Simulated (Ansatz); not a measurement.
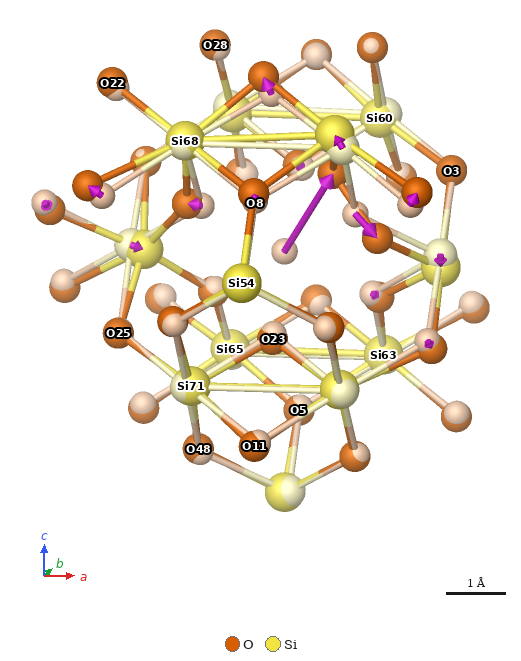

This is a relaxation of a defect cell of composition O$_{48}$Si$_{24}$. The starting structure is drawn faded, the final one solid; purple arrows show the displacements, at their true length.

A ball-and-stick model of the atoms within 4.2 Å of the atom that moves most (axes of the cell of the calculation, reduced to other axes (origin shifted)), seen slightly off an axis. Lengths and directions refer to the drawn axes.

All numbers below come from DFT, PBEsol, PAW, plane waves (Ansatz 0.2.0). Set-up: plane-wave cutoff 420 eV; k-point mesh 1 × 1 × 1; mesh shifted by (0.25, 0.25, 0.25); no spin polarisation; atoms relaxed in a fixed cell; force threshold 0.03 eV/Å; at most 80 steps.

**Describe the change and its energy.**

An O atom moves most: 1.90 Å roughly along [1 −1 2]. By element the largest moves are O 1.90 Å, Si 1.28 Å. The cell stays as it was. Near-neighbour distances that change, for instance: O–O 1.787 → 3.681 Å, O–Si 3.320 → 1.650 Å, O–O 1.791 → 3.006 Å, O–O 1.796 → 2.924 Å. New bonds form: O–O (1.80 → 1.40 Å), O–Si (3.32 → 1.65 Å). Bond angles that change, for instance: O–Si–O 83.0° → 105.1°, Si–O–Si 128.8° → 150.5°, O–Si–O 176.6° → 155.7°. After 26 accepted moves (29 points after the start) the energy has fallen by 16.564 eV per cell of the calculation. Largest force component: 15 eV/Å at the start, 0.022 eV/Å at the end. The line search rejected the trial steps at points 21, 25 of the run. 1 step only repeated the SCF at the same geometry.

Limits of the set-up: the periodic images lie only 8.0 Å apart, so the values are limited by the cell's size.
